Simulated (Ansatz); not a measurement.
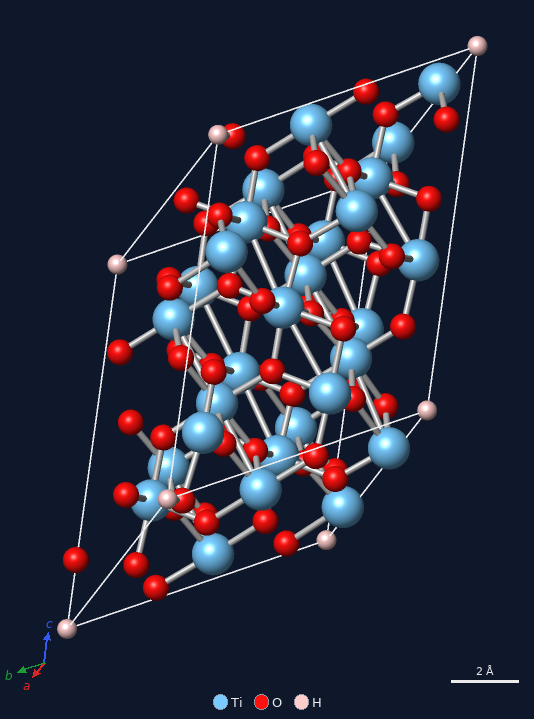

Shown here is a ball-and-stick view of the crystal, taken from a general direction. Atoms at the boundary of the simulation cell (the box) are drawn once for each face, edge or corner they touch.

The stoichiometry is Ti24HO48. The structure is triclinic, space group P1. Content of the cell: 24 Ti, 1 H, 48 O (Z = 1).

Starting structure: a structure listed in the Materials Project, repeated into a supercell with a point defect put in. The cell was then strained or its atoms displaced on purpose. The atoms were relaxed in a fixed cell with Ansatz 0.2.0, DFT PBE, scalar-relativistic, plane waves, PAW.
